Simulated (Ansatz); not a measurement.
```
Sn O
1.0
     4.72127   -4.72425    0.00000
     4.72127    4.72425    0.00000
     0.00000    0.00000    3.19002
Sn O
4 8
Direct
  0.50000 0.00000 0.50000
  0.00000 0.50000 0.50000
  0.00000 0.00000 0.00000
  0.50000 0.50000 0.00000
  0.99950 0.30607 0.00000
  0.49950 0.80607 0.00000
  0.30607 0.49950 0.52351
  0.80607 0.99950 0.52351
  0.19393 0.00050 0.47649
  0.69393 0.50050 0.47649
  0.50050 0.19393 0.00000
  0.00050 0.69393 0.00000
```

Space group C2/m; a structure from a database of computed crystals, not necessarily the ambient phase; not relaxed (largest force 1.0 eV/Å).

Computed with Ansatz, DFT LDA, scalar-relativistic, plane waves, PAW.

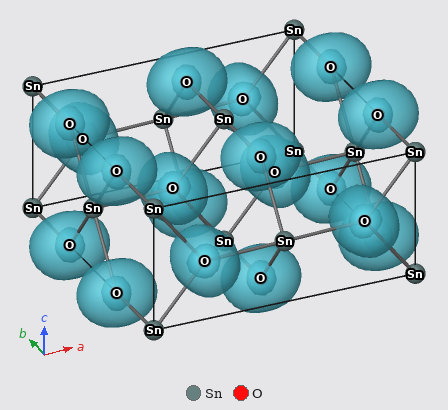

SnO2. Isosurface of the ELF at 0.7 (cyan), seen at an oblique angle. Core shells and regions of very low density are left out. Sticks mark near contacts.

Core electrons are frozen (PAW), and the valence fields are smoothed inside the atomic spheres.

### What do the ELF domains correspond to?

At this value the surface marks out eight regions wrapped around O (the valence shell of each), counted in one cell of 12 atoms. Regions shared between cells count once. Along the contacts the grid gives the following. Sn–O (2.00 Å): the ELF peaks at about 0.80 in the valence shell of O, 0.6 Å from its nucleus, and is about 0.25 at the midpoint: no localised pair shows between them. Sn–O (2.04 Å): the ELF peaks at about 0.80 in the valence shell of O, 0.6 Å from its nucleus, and is about 0.25 at the midpoint; no shared electron pair shows on this line.

### Does the calculation make it a metal, or give it a gap?

It is gapped, with a Kohn–Sham gap of 1.2 eV on the k-point mesh (the band edges may lie off the mesh, which would make the gap smaller).
